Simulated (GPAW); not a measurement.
Consider NaF (Villiaumite, Fm-3m).

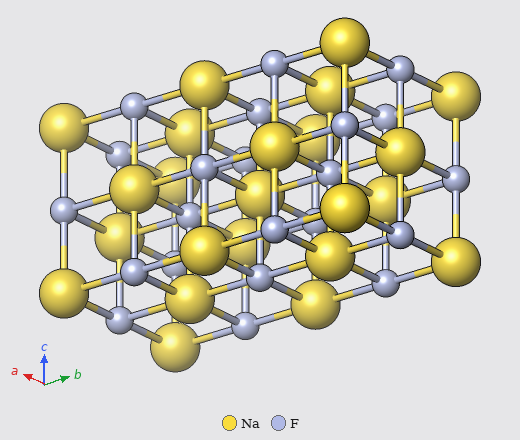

The structure (sodium yellow, fluorine light blue). 1×2×1 conventional cells are drawn. Some periodic images of atoms are drawn too.

```xyz
2
Lattice="0.0000 2.3200 2.3200 2.3200 0.0000 2.3200 2.3200 2.3200 0.0000" Properties=species:S:1:pos:R:3 pbc="T T T"
Na    0.0000    0.0000    0.0000
F     2.3200    2.3200    2.3200
```

Absorber: atom 1, with 6 F at 2.32 Å (octahedral, site symmetry m-3m). Method: GPAW, LDA, full core hole (charged cell), 12-atom cell with 5.7 Å between holes, 4×5×5 k points, dipole transitions, Gaussian full width 0.9 eV up to 4 eV, rising linearly to 3.5 eV at 25 eV.

Question: Predict the near-edge structure at the Na K edge.

Main maxima up to 24 eV above the zero (height): 4.5 eV (2.54), 6.8 eV (1.44), 11.7 eV (2.43) and 21.1 eV (0.96). A K edge sees empty p states on the absorber. The total-energy difference plus the lowest empty eigenvalue puts the zero at 1076.07 eV. One term is added: -11.92 eV, since the hole is spin-paired here and a spin-polarised one costs that much less in the free atom (computed apart). The photon energy is then 1064.15 eV. The tabulated edge of the element is 1070.8 eV. The functional and the charged cell's background leave an error in such absolute values: in the free atom LDA prices this hole 5.9 eV below PBE (computed apart), and PBE is itself good to a few eV.

The Na K spectrum (energy from the lowest empty level; intensity scaled to a mean of 1 over the first 20 eV):

| E (eV) | intensity |
| --- | --- |
| -2.0 | 0.00 |
| -0.5 | 0.00 |
| 1.0 | 0.03 |
| 2.5 | 0.20 |
| 4.0 | 1.99 |
| 5.5 | 1.33 |
| 7.0 | 1.38 |
| 8.5 | 0.66 |
| 10.0 | 1.44 |
| 11.5 | 2.41 |
| 13.0 | 1.59 |
| 14.5 | 0.58 |
| 16.0 | 0.36 |
| 17.5 | 0.41 |
| 19.0 | 0.65 |
| 20.5 | 0.93 |
| 22.0 | 0.87 |
| 23.5 | 0.53 |
| 25.0 | 0.30 |
| 26.5 | 0.21 |
| 28.0 | 0.18 |
| 29.5 | 0.18 |
| 31.0 | 0.22 |

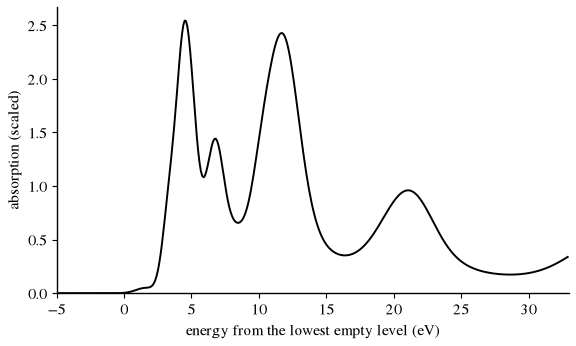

The Na K edge.

The holes are only 5.7 Å apart, so the shape is probably not converged with cell size; no larger cell was run here. The mesh is coarse (0.29 Å⁻¹ between points), so small maxima may be mesh ripples. The structure is a published determination, not relaxed.

[Banner, clock and machine lines of the logs are left out without a mark of their own.]

[Logs are printed without paths, hosts, clocks, repeated set-up lines and the standing remarks that a program may print on its own settings, such as how far it seeks lower states.]

[Hosts, paths, dates, database ids (printed as entryN), source tags and the programs' standing remarks are cut or masked in the printed files.]

[Lists of maxima count a maximum above −3 eV only where it reaches 4 % of the highest in the window and stands out from its surroundings by 2 % of it (1.5 % where it reaches 55 %); shoulders and weaker maxima are passed over, and of the rest the first, up to two pre-edge ones and the few strongest are named.]
